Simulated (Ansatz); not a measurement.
Ti3Al: density-of-states calculation (part 1 of 2)

The run: density-of-states calculation of Ti3Al (P1, 24 atoms in the cell). Method and program: DFT PBE, scalar-relativistic, plane waves, PAW, no spin polarisation (Ansatz 0.2.0).

The structure was made by swapping elements on the sites of another compound; it need not be a known phase. It belongs to a series of runs on one base structure; here: 2 Al and 2 Ti atoms exchanged at random in the cell repeated 3 times, relaxed. Figures and captions count atoms from 1; the log counts them from 0 in places.

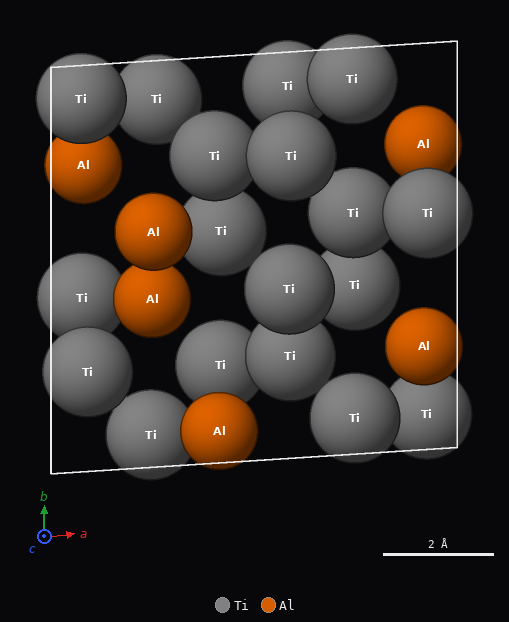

**Figure 1.** The input geometry (spheres-only view of the cell of the calculation, along the c axis).

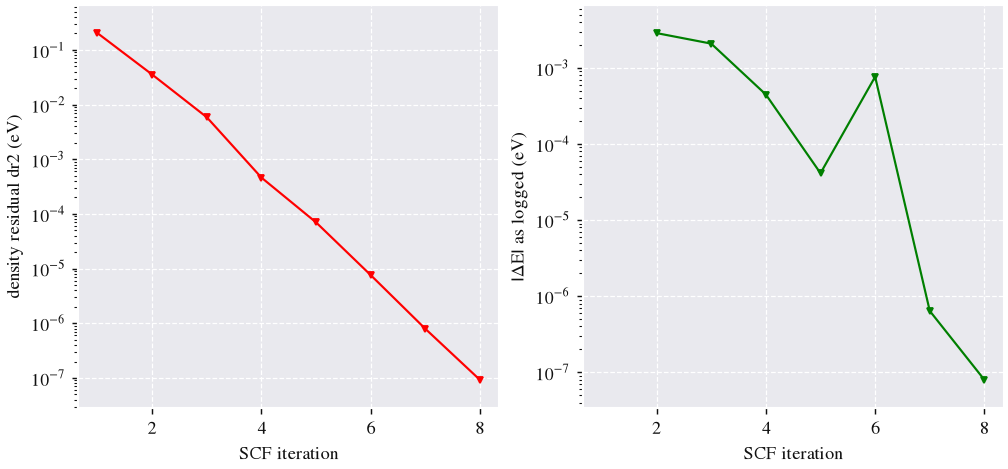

**Figure 2.** Convergence of the self-consistent field: density residual dr2 and size of the energy change against the SCF iteration. The residual falls at every step.

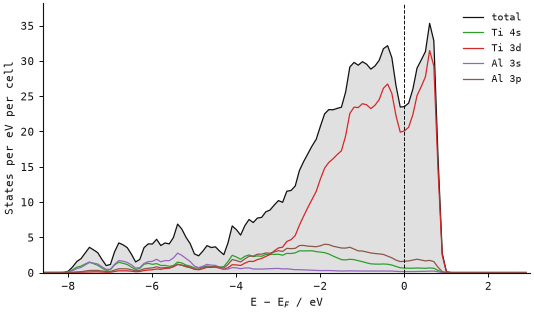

**Figure 3.** Density of states (projected on Löwdin-orthogonalised atomic shells), with energies from the Fermi level. There are states at the Fermi level: a metal at this level of theory.

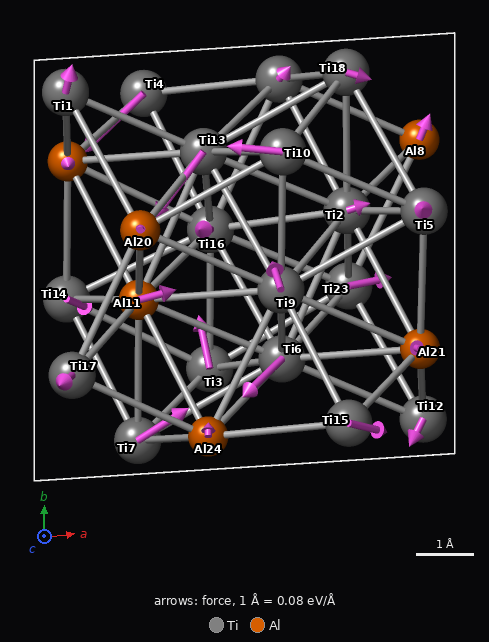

**Figure 4.** Forces on the atoms as pink arrows (ball-and-stick view of the cell of the calculation, along the c axis; atoms are numbered from 1 in the order of the input). The largest act on Ti4 (0.13 eV/Å); Ti13 (0.12 eV/Å); Ti6 (0.11 eV/Å); Ti7 (0.09 eV/Å), among others. The geometry is not a stationary point of this energy.

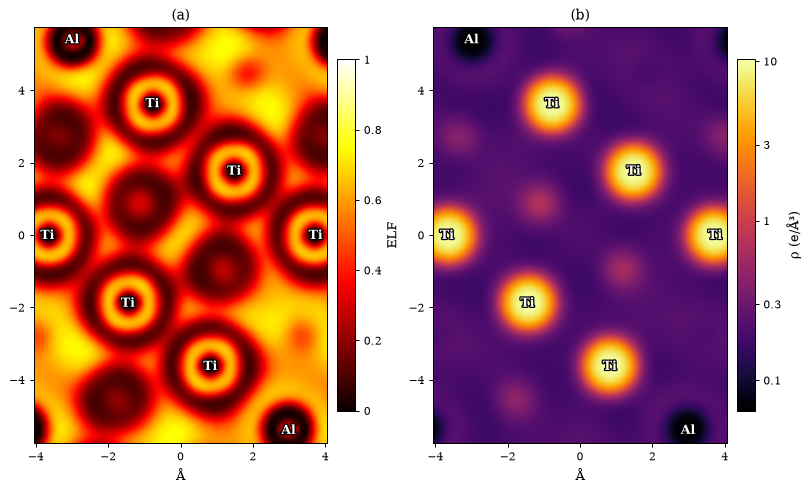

**Figure 5.** (a) electron localisation function; (b) valence pseudo-density on the (011̄) plane of the conventional cell. The section cuts through Ti and Al sites. Ti–Al (2.84 Å): ρ is about 0.2 e/Å³ halfway; the ELF is about 0.35 at the midpoint, which marks metallic bonding. Ti–Ti (2.87 Å): ρ is about 0.19 e/Å³ halfway; the ELF is about 0.20 at the midpoint (no shared electron pair). Away from the nuclei the density in this plane falls to 0.16 e/Å³ at its lowest.  The strong features right at Ti lie inside the PAW spheres (semicore, d or f shells) and say nothing about bonding. Core electrons are frozen (PAW), so the fields are smoothed inside the atomic spheres.

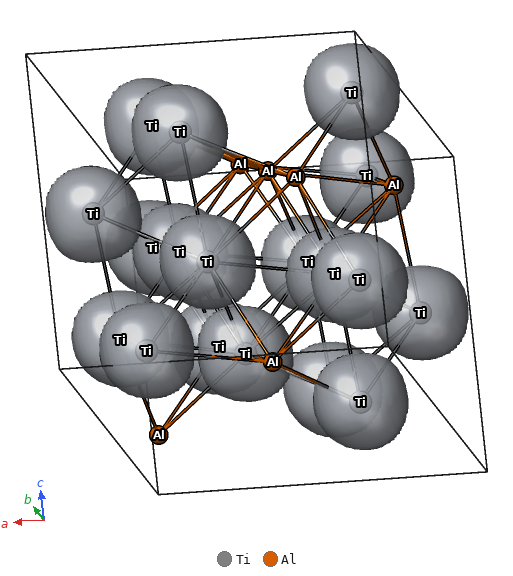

**Figure 6.** Isosurface of the valence pseudo-density at 0.3 e/Å³ (grey), seen at an oblique angle. Sticks mark near contacts. The outline is the cell set on symmetry axes. At this value the density breaks into separate islands; it holds about 75 % of the electrons treated as valence (semicore included). It is pinched off along the Ti–Ti (2.79 Å), Ti–Al (2.79 Å), Al–Al (2.82 Å) and Ti–Ti (2.83 Å) contacts. On the grid the lowest density along these lines, outside the cores, is 0.21 e/Å³ (Ti–Ti, 2.79 Å), 0.21 e/Å³ (Ti–Al, 2.79 Å), 0.22 e/Å³ (Al–Al, 2.82 Å) and 0.2 e/Å³ (Ti–Ti, 2.83 Å).

These pictures come from the run below.

Input file:
```yaml
crystal:
  lattice:
    - [-5.805687, -0.079406, -4.659028]
    - [2.941441, 5.005904, -4.621721]
    - [2.847057, -5.001238, -4.67508]
  atoms:
    - { symbol: Ti, position: [0.0745113257, 0.9188464903, 0.7535086274] }
    - { symbol: Ti, position: [0.7439319743, 0.5945563913, 0.4137675516] }
    - { symbol: Ti, position: [0.4173808593, 0.240224243, 0.0908536357] }
    - { symbol: Ti, position: [0.2607280454, 0.9043696064, 0.0880458843] }
    - { symbol: Ti, position: [0.9271480035, 0.5811307956, 0.7480746754] }
    - { symbol: Ti, position: [0.58922237, 0.2518447333, 0.4177212042] }
    - { symbol: Ti, position: [0.2462464713, 0.0801838223, 0.4209659368] }
    - { symbol: Al, position: [0.9158452327, 0.7516684301, 0.0844254182] }
    - { symbol: Ti, position: [0.58676039, 0.4165470891, 0.7538943747] }
    - { symbol: Ti, position: [0.5913268589, 0.7441454493, 0.9157568744] }
    - { symbol: Al, position: [0.248615591, 0.4142874805, 0.5860296844] }
    - { symbol: Ti, position: [0.9249124096, 0.0869216567, 0.2467021983] }
    - { symbol: Ti, position: [0.4026592508, 0.7568099778, 0.5906748408] }
    - { symbol: Ti, position: [0.0770732774, 0.4275741839, 0.247788722] }
    - { symbol: Ti, position: [0.7480487906, 0.0887050563, 0.912094773] }
    - { symbol: Ti, position: [0.4193858107, 0.5708534504, 0.2542238914] }
    - { symbol: Ti, position: [0.0902541281, 0.2451976755, 0.9085194217] }
    - { symbol: Ti, position: [0.7414308731, 0.9232825378, 0.5806097136] }
    - { symbol: Ti, position: [0.5823300149, 0.9174749293, 0.2522904546] }
    - { symbol: Al, position: [0.2521696105, 0.5794488939, 0.9190322489] }
    - { symbol: Al, position: [0.9178716617, 0.254324246, 0.5802907342] }
    - { symbol: Al, position: [0.0797278592, 0.7546965883, 0.4173531899] }
    - { symbol: Ti, position: [0.7479521771, 0.4150448671, 0.0865741581] }
    - { symbol: Al, position: [0.4138791141, 0.0787279041, 0.7550489631] }
basis:
  ecutwfc: 420
kpoints:
  mp_grid: { grid: [5, 5, 5] }
hamiltonian:
  xc: pbe
scf:
  occupations: { method: gaussian, width: 0.1 }
  n_extra_bands: 12
output:
  forces: true
  stress: true
  eigenvalues: true
  populations: true
  dos:
    method: { smearing: { sigma: 0.1, scheme: gaussian } }
    projected: true
    de: 0.02
  write_density: true
  write_potential: true
  elf: true
  volumetric_format: npy
```

Run as:
```bash
ansatz run input.yaml --threads 4 --pin off --max-ram 9216MiB --backend cpu --events-out ev --progress --plain --runs-dir out
```

Output:
```
scf.n_extra_bands = 12 over 117 filled bands (N_el = 234.0): the run solves 129 bands
Engine: ansatz 0.2.0, aarch64-unknown-linux-gnu
Pseudopotentials: kind: paw
Pseudopotential: Ti, paw, valence charge 12, recommended cutoff 420 eV (normal), Ti.paw.azcp
Pseudopotential: Al, paw, valence charge 3, recommended cutoff 420 eV (normal), Al.paw.azcp
Functional definition: PBE
  parameter kappa = 0.804
  parameter beta = 0.06672455060314922
  exchange = pbe_x(kappa = kappa, mu = beta*pi^2/3)
  correlation = pbe_c(beta = beta)
Crystal: 24 atoms, lattice volume = 404.957 Å³
Basis set: ecut = 420 eV, 7941 PW (Γ), exchange–correlation on 100×100×100 points (8 copies of the dense FFT grid, shifted against one another)
Bands: 129, of which v1, the nominal top of the filled ones, is band 117 counted from 1 (116 counted from 0)
Symmetry: 1 space group operations
Space group: P1 (ITA 1), of the structure as read, at distance tolerance 7.4e-5 Å
k-points: 63 of 125 (time reversal used)
Non-local potential: Ti, projectors of the file, l = 0: 3, l = 1: 2, l = 2: 3, l = 3: 1
Non-local potential: Al, projectors of the file, l = 0: 2, l = 1: 2, l = 2: 1
PAW form: soft (Blöchl's): semilocal exchange-correlation on the pseudo side does not see the compensation charge
PAW one-centre angular grid: Ti, 590 points (default); XC on 64 Gauss nodes
PAW one-centre angular grid: Al, 110 points (default); XC on 64 Gauss nodes
Initial density: superposition of atomic densities (neutral atoms: chi_scale 0, normalization atom), corrected by the library's trained network
Initial wavefunctions: pseudopotential atomic-orbital guess
Functional: x = pbe(κ = 0.804, μ = 0.2195149727645171), c = pbe(β = 0.06672455060314922)
SCF iter   1: F=—  HF=-48224.006394 eV  |F-HF|=—  |Δ(HF+E_count)|=         —  Δρ=5.76e-3  dr2=2.03e-1  ethr=1.77e-3  ⟨swp⟩=6.4  Hψ=34347  notcnv=0
preconditioner: auto → Kerker (q_TF=auto, 2.490 Å⁻¹)  [metal: Δε(μ)=0.004 eV  Ē_g=2.562 eV  σ=0.100 eV  W_gap=0.02  n_scr=94 (ndim 8)  ℏωp=17.5 eV  f_vac=0.000  D(μ)=23.17/eV (n_scr^D=226)]
SCF iter   2: F=—  HF=-48224.003539 eV  |F-HF|=—  |Δ(HF+E_count)|=   2.86e-3  Δρ=3.03e-3  dr2=3.55e-2  ethr=8.68e-5  ⟨swp⟩=1.8  Hψ=10132  notcnv=0
SCF iter   3: F=—  HF=-48224.001457 eV  |F-HF|=—  |Δ(HF+E_count)|=   2.08e-3  Δρ=1.01e-3  dr2=5.88e-3  ethr=1.52e-5  ⟨swp⟩=2.0  Hψ=10134  notcnv=0
SCF iter   4: F=—  HF=-48224.001011 eV  |F-HF|=—  |Δ(HF+E_count)|=   4.46e-4  Δρ=2.81e-4  dr2=4.63e-4  ethr=2.51e-6  ⟨swp⟩=2.0  Hψ=10698  notcnv=0
SCF iter   5: F=—  HF=-48224.000970 eV  |F-HF|=—  |Δ(HF+E_count)|=   4.13e-5  Δρ=1.02e-4  dr2=7.02e-5  ethr=1.98e-7  ⟨swp⟩=2.0  Hψ=10856  notcnv=0
SCF iter   6: F=—  HF=-48224.000206 eV  |F-HF|=—  |Δ(HF+E_count)|=   7.64e-4  Δρ=3.44e-5  dr2=7.63e-6  ethr=3.00e-8  ⟨swp⟩=2.0  Hψ=10204  notcnv=0
SCF iter   7: F=—  HF=-48224.000205 eV  |F-HF|=—  |Δ(HF+E_count)|=   6.40e-7  Δρ=1.13e-5  dr2=7.94e-7  ethr=3.26e-9  ⟨swp⟩=2.0  Hψ=10504  notcnv=0
SCF iter   8: F=-48224.000205 eV  HF=-48224.000205 eV  |F-HF|=7.12e-8  |Δ(HF+E_count)|=   7.96e-8  Δρ=3.78e-6  dr2=9.23e-8  ethr=4.27e-11  ⟨swp⟩=11.0  Hψ=48532  notcnv=0
SCF 1 converged in 8 iterations: F = -48224.000205 eV  dr2 = 9.23e-8
  Residual-converged pass: ⟨swp⟩=1.0  Hψ=8380  notcnv=0  max |occ|·‖R‖ = 7.1e-9 eV (tolerance 1.0e-8 eV)  dr2=9.23e-8  dr2_onsite=6.37e-9  max |Δocc| = 3.4e-11
  greatest PAW one-centre occupation: 0.999 electrons in one spin orbital (limit 2), on the Ti atom at site 18 (counted from 0), in its partial waves of l = 0
SCF converged after 8 iterations
Free energy (F): -48224.000205 eV
Harris-Foulkes:  -48224.000205 eV  (|F-HF|=7.12e-8)
Internal energy: -48223.882652 eV  (E = F + TS)
E sigma→0 (E₀):  -48223.941429 eV
Entropy (-TS):   -0.117553 eV (-4.898 meV/atom)
Fermi energy:    12.074734 eV
--- Per-component energies (eV) ---
  E_band       = -2953.128395
  E_kinetic    = 5044.073700
  E_local      = -17790.739509  (includes V_loc(G=0)·N_el)
  E_nonlocal   = 209.567854
  E_hartree    = 7528.113326
  E_xc         = -1995.435554
  E_vxc        = -2372.108543  (∫ρ·V_xc dr)
  E_paw        = -21662.904898  (= ΣΔE_a)
  E_vpaw       = -3100.161394  (= ΣTr[D̂ρ^β])
  E_aug_tail   = 0.002111  (compensation charges beyond the density's cutoff)
  E_ewald      = -19556.559682
  E_smearing   = -0.117553  (= −TS)
  E_closure    = 0.000000  (closes the sum)
  Σ components = -48224.000205   (vs F -48224.000205, Δ=0.00e0)
--- Forces (eV/Å), atoms counted from 1 ---
  atom   1  Ti     0.01599652     0.01253651    -0.04335749
  atom   2  Ti    -0.02237140     0.00490426    -0.02656319
  atom   3  Ti     0.03279383     0.06981204    -0.02128357
  atom   4  Ti     0.03043370    -0.03950289     0.11634972
  atom   5  Ti     0.01704065    -0.02101409    -0.02308235
  atom   6  Ti     0.05606612    -0.09045974     0.01371428
  atom   7  Ti    -0.03362117     0.01540639    -0.08198642
  atom   8  Al     0.00218972     0.02459225    -0.03187631
  atom   9  Ti     0.00619872     0.06342686     0.01537640
  atom  10  Ti     0.07050932     0.00454507     0.03714704
  atom  11  Al    -0.04422804     0.01882004    -0.02899083
  atom  12  Ti     0.00770624    -0.03821436     0.02429865
  atom  13  Ti     0.01777928    -0.05773871     0.10244026
  atom  14  Ti    -0.05834408     0.02721590     0.02493410
  atom  15  Ti    -0.07409399     0.03199170     0.01680341
  atom  16  Ti     0.03455273    -0.03761020    -0.02591106
  atom  17  Ti     0.02963399    -0.04563463    -0.01401765
  atom  18  Ti    -0.03518803    -0.00689164    -0.01312856
  atom  19  Ti     0.00003392     0.00129682    -0.03056450
  atom  20  Al    -0.00250970     0.01011126     0.00242078
  atom  21  Al     0.00244716     0.01827054     0.01944743
  atom  22  Al     0.00414611    -0.02019213    -0.00921048
  atom  23  Ti    -0.06027935     0.03244803    -0.01788048
  atom  24  Al     0.00311099     0.02186394    -0.00505059
  max |Σ_I F_I| component: 2.86e-5 eV/Å
```
